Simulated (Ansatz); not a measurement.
System: Ti3Al7 (slab).

```yaml
crystal:
  lattice:
    - [3.82400, 0.00000, 0.00000]
    - [0.00000, 3.82400, 0.00000]
    - [0.00000, 0.00000, 23.56383]
  atoms:
    - { symbol: Ti, position: [0.50000, 0.50000, 0.31937] }
    - { symbol: Al, position: [0.00000, 0.00000, 0.31722] }
    - { symbol: Al, position: [0.00000, 0.50000, 0.40820] }
    - { symbol: Al, position: [0.50000, 0.00000, 0.40820] }
    - { symbol: Ti, position: [0.00000, 0.00000, 0.50000] }
    - { symbol: Al, position: [0.50000, 0.50000, 0.50000] }
    - { symbol: Al, position: [0.50000, 0.00000, 0.59180] }
    - { symbol: Al, position: [0.00000, 0.50000, 0.59180] }
    - { symbol: Ti, position: [0.50000, 0.50000, 0.68063] }
    - { symbol: Al, position: [0.00000, 0.00000, 0.68278] }
```

Computed without spin polarisation.

Method: Ansatz 0.2.0, DFT r2SCAN, scalar-relativistic, plane waves, PAW.

### Predict the valence pseudo-density and electron localisation function between the atoms.

Al–Al (2.87 Å): ρ at the midpoint is about 0.21 e/Å³; the ELF peaks at about 0.60 between the atoms.
Ti–Al (2.89 Å): ρ at the midpoint is about 0.2 e/Å³; the ELF is about 0.40 at the midpoint.

### Does the calculation give a band gap?

It is gapless in this calculation (a metal or semimetal).

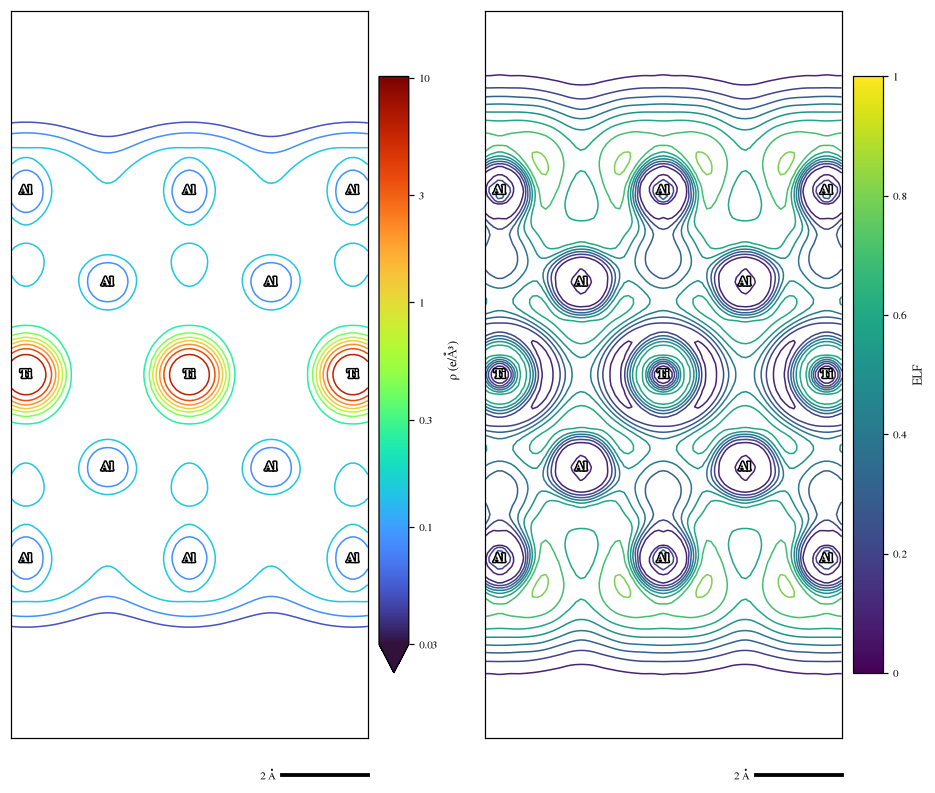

Computed valence pseudo-density and electron localisation function on the (010) plane of the calculation cell, a cut from vacuum to vacuum, in this order. 

The density is the valence pseudo-density of a PAW calculation; it isn't the true density close to the nuclei.
